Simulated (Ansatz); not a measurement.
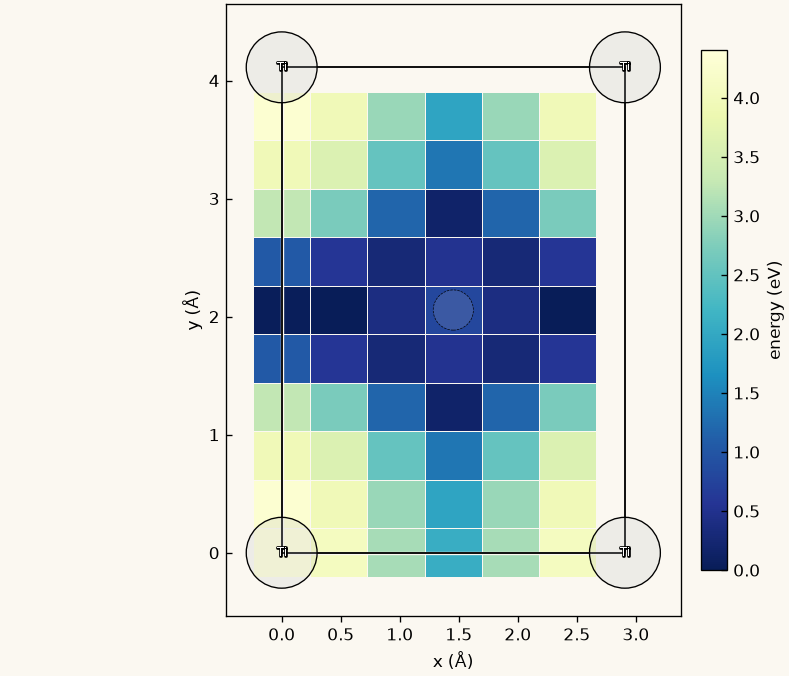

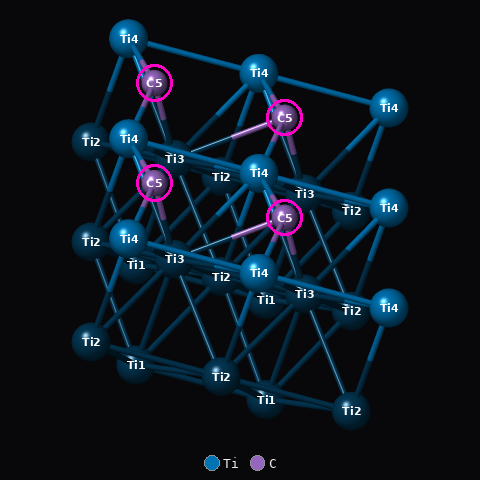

Energy landscape of C on a Ti(110) slab cut from the Fm-3m phase, its upper half relaxed before the scan (4 atoms of substrate and one adsorbate in a 1 × 1 cell). C is moved over the surface cell; relaxed at each place: the height of the adsorbate's atoms; substrate rigid; the origin of the map has the adsorbate above Ti4. Places are given modulo a cell vector. The map is drawn in real space over the plane of the surface. The grid has 6 × 10 points; 24 points were computed and 36 follow by symmetry. Energies are in eV, from the lowest grid point. At some places the adsorbate sinks to or below the level of the top layer. With one adsorbate in each 1 × 1 cell, its nearest image is 2.9 Å away, so neighbouring adsorbates interact. Method: Ansatz 0.2.0, DFT PBE, scalar-relativistic, plane waves, PAW. Settings: cutoff 420 eV, k-mesh 9×7×1, gaussian smearing 0.1 eV, no spin polarisation.

In the figure: one coloured cell a grid point, labelled circles for the atoms of the top layer and small ones for the second layer, the outline of one cell of the plane. The second picture is the structure at the lowest point; rings mark the moved atoms.

What does the map say about the system?

Answer. The lowest grid point is at (1/6, 5/10) of the cell vectors [nearest 1 Ti at 1.95 Å]. The same energy is found at (5/6, 5/10) of the cell vectors [nearest 1 Ti at 1.95 Å]. The highest grid point, the top site over a surface Ti atom, (0/6, 0/10) of the cell vectors, lies 4.40 eV above the lowest. At the lowest point the adsorbate has 1 Ti at 1.95 Å as nearest neighbours, at the highest 1 Ti at 1.89 Å. Its relaxed height above the top atom is 0.30 Å at the lowest and 1.89 Å at the highest point.

The input of one point:

```yaml
crystal:
  lattice:
    - [2.9076478547, 0.0, 0.0]
    - [0.0, 4.1120350307, 0.0]
    - [0.0, 0.0, 19.6538060989]
  atoms:
    - { symbol: Ti, position: [0.5, 0.5, 0.2035229197] }
    - { symbol: Ti, position: [0.0, 0.0, 0.2774945423] }
    - { symbol: Ti, position: [0.5, 0.5, 0.343952702] }
    - { symbol: Ti, position: [0.0, 0.0, 0.4148716059] }
    - { symbol: C, position: [0.1666666667, 0.5, 0.4433648147] }
basis:
  ecutwfc: 420
kpoints:
  mp_grid: { grid: [9, 7, 1] }
hamiltonian:
  xc: pbe
scf:
  occupations: { method: gaussian, width: 0.1 }
output:
  forces: true
  eigenvalues: true
  write_density: true
  write_potential: true
  elf: true
  volumetric_format: npy
relax:
  adjacent_minimum: "off"
  f_tol: 0.025
  max_steps: 16
  constraints: [{ sites: [0, 1, 2, 3] }, { sites: [4], fix: xy }]
efield:
  axis: 3
  dipole_correction: true
  ramp_width: 0.04
```

Each point was launched as `ansatz run input.yaml --threads 1 --pin off --max-ram 3072MiB --backend cpu --events-out ev --progress --plain --runs-dir out`. The whole map (24 points run) took 33 min on 1 thread of Arm Neoverse V2, with other jobs on the host.
